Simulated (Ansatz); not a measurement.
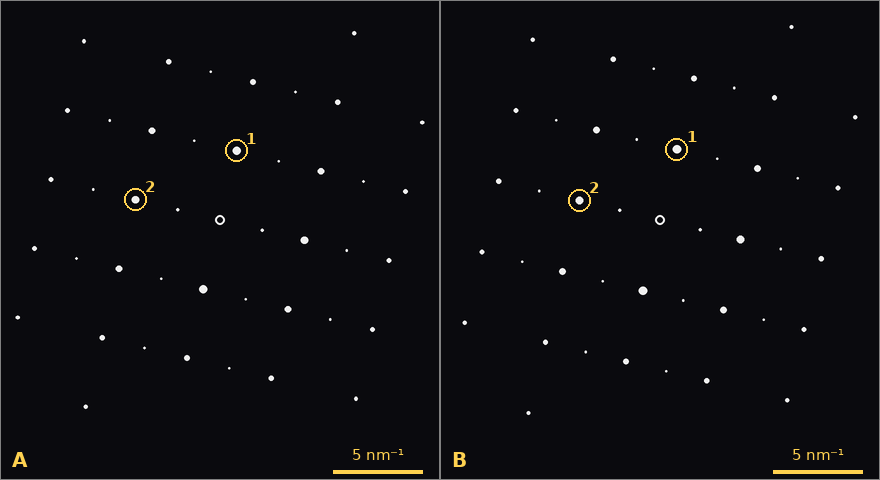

Kinematic electron diffraction patterns (300 kV, B = 0.5 Å², same scale) along [1-10] of the run's own cell, for the start and the end of one relaxation of RbBr with DFT PBE, scalar-relativistic, plane waves, PAW in Ansatz. k mesh 6×6×3. The start is a generated model structure, and the relaxation ends in the nearest stationary point of its symmetry, not necessarily the ground state. Spot 1 is -1 -1 0 and spot 2 is 0 0 -4 in both.

Start structure:

```
Rb Br
1.0
     4.96213    0.00000    0.00000
    -2.48106    4.29733    0.00000
     0.00000    0.00000    8.10312
Rb Br
2 2
Cartesian
  0.0000 0.0000 0.0000
  0.0000 0.0000 4.0516
  0.0000 2.8649 2.0258
  2.4811 1.4324 6.0773
```

> Which pattern belongs to the start structure, and which to the relaxed one?

A is the start: its cell gives d(1) = 2.481 Å, d(2) = 2.026 Å and an angle of 90.0°. B is the relaxed structure, with d(1) = 2.420 Å (-2.5 %), d(2) = 2.126 Å (+5.0 %) and 90.0°.

> Summarise the relaxation behind the change.

The volume changed by -0.1 % to 43.14 Å³ an atom; the fractional coordinates hardly changed; the space group stayed P6_3/mmc (No. 194); the free energy fell by 7.1 meV an atom. Relaxed cell: a = 4.840 Å, b = 4.840 Å, c = 8.506 Å, α = 90.00°, β = 90.00°, γ = 120.00°.
